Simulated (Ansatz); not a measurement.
Al₁₂N (slab)

The calculation's input:

```
crystal:
  lattice:
    - [5.6336864727, 0.0, 0.0]
    - [-2.8168432363, 4.8789156023, 0.0]
    - [0.0, 0.0, 20.0321727095]
  atoms:
    - { symbol: Al, position: [0.3333333333, 0.1666666667, 0.1996787896] }
    - { symbol: Al, position: [0.3333333333, 0.6666666667, 0.1996787896] }
    - { symbol: Al, position: [0.8333333333, 0.1666666667, 0.1996787896] }
    - { symbol: Al, position: [0.8333333333, 0.6666666667, 0.1996787896] }
    - { symbol: Al, position: [0.1666666667, 0.3333333333, 0.3128097176] }
    - { symbol: Al, position: [0.1666666667, 0.8333333333, 0.3128097176] }
    - { symbol: Al, position: [0.6666666667, 0.3333333333, 0.3128097176] }
    - { symbol: Al, position: [0.6666666667, 0.8333333333, 0.3128097176] }
    - { symbol: Al, position: [0.0, 0.0, 0.4259234799] }
    - { symbol: Al, position: [0.0, 0.5, 0.4259234799] }
    - { symbol: Al, position: [0.5, 0.0, 0.4259234799] }
    - { symbol: Al, position: [0.5, 0.5, 0.4259234799] }
    - { symbol: "N", position: [0.0, 0.0, 0.5217692989] }
basis:
  ecutwfc: 420
kpoints:
  mp_grid: { grid: [6, 6, 1] }
hamiltonian:
  xc: lda
scf:
  occupations: { method: gaussian, width: 0.1 }
output:
  forces: true
  eigenvalues: true
  write_density: true
  write_potential: true
  elf: true
  volumetric_format: npy
relax:
  adjacent_minimum: "off"
  f_tol: 0.025
  max_steps: 16
  constraints:
    - { sites: [0, 1, 2, 3, 4, 5, 6, 7, 8, 9, 10, 11] }
    - { sites: [12], fix: xy }
efield:
  axis: 3
  dipole_correction: true
  ramp_width: 0.04
```

Command:

```sh
ansatz run input.yaml --threads 4 --pin off --max-ram 12288MiB --backend cpu --events-out ev --progress --plain --runs-dir out
```

The fields are those of the run's last geometry, not of the input's.

A point of a scan over the structure, not its minimum; not relaxed (largest force 1.0 eV/Å); computed without spin polarisation.

The calculation used Ansatz 0.2.0, DFT LDA, scalar-relativistic, plane waves, PAW.

### What will maps of the valence pseudo-density and electron localisation function show?

Al–N (1.73 Å): ρ is about 0.89 e/Å³ halfway; the ELF peaks at about 0.90 in the valence shell of N, 0.6 Å from its nucleus, and is about 0.85 at the midpoint.

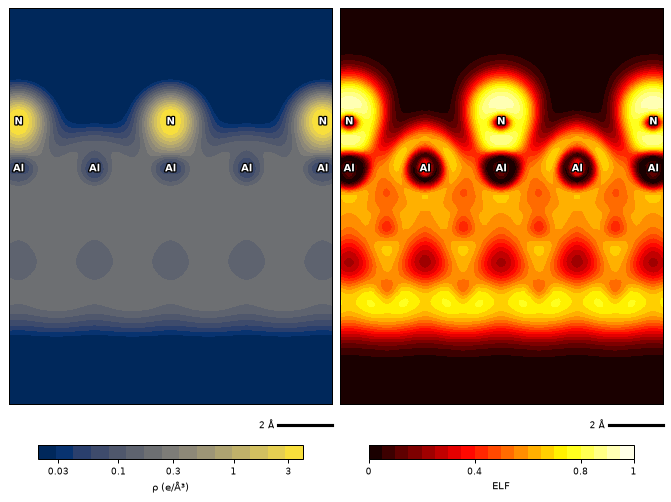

Computed valence pseudo-density and electron localisation function on the (11̄0) plane of the calculation cell, a cut from vacuum to vacuum, in this order. Atoms just off the plane (Al, 0.8 Å away) can leave unmarked features too.

Core electrons are frozen (PAW), and the valence fields are smoothed inside the atomic spheres.
